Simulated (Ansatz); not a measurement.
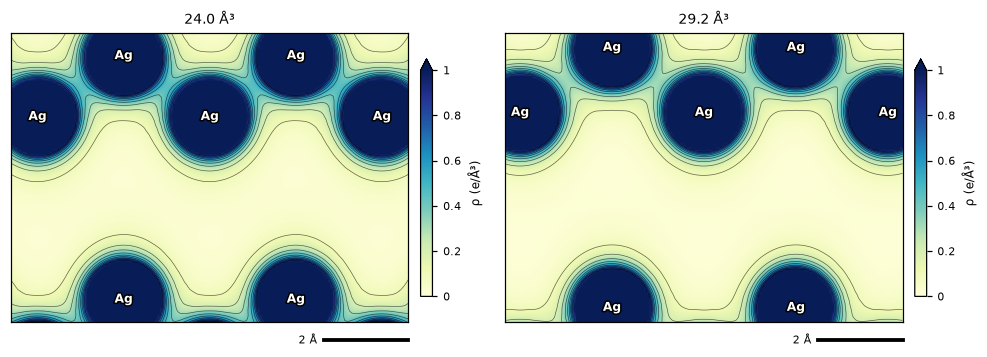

Ag. The valence pseudo-density of cells scaled evenly to different volumes (given per atom above each panel), on the (11̄0) plane of each (indices in the axes of the cell below), at one length scale and on one colour scale.

A generated structure, not necessarily the stable one.

Method: DFT, LDA (PW92), plane waves (420 eV) with PAW, scalar-relativistic (Ansatz).

The largest cell:

```yaml
crystal:
  lattice:
    - [0.00000, 3.07916, 3.07916]
    - [3.07916, 0.00000, 3.07916]
    - [3.07916, 3.07916, 0.00000]
  atoms:
    - { symbol: Ag, position: [0.12500, 0.12500, 0.12500] }
    - { symbol: Ag, position: [0.87500, 0.87500, 0.87500] }
```

| volume (Å³/atom) | Ag–Ag contact in the plane (Å) | ρ at its midpoint (e/Å³) | pressure (GPa) | 
| --- | --- | --- | --- |
| 23.98 | 2.497 | 0.449 | 5.5 | 
| 27.11 | 2.602 | ? | ? | 
| 29.19 | 2.667 | 0.319 | −4.3 | 

Question: What values belong in the row with question marks?

Answer: Over the known rows ln ρ falls by 2.01 per Å of Ag–Ag distance (the line through the two), which gives 0.364 e/Å³ at 2.602 Å; the calculation gives 0.362 e/Å³. For the pressure, a straight line in volume between the neighbouring rows gives −0.4 GPa; the calculation gives −1.8, lower because pressure rises ever faster on compression.
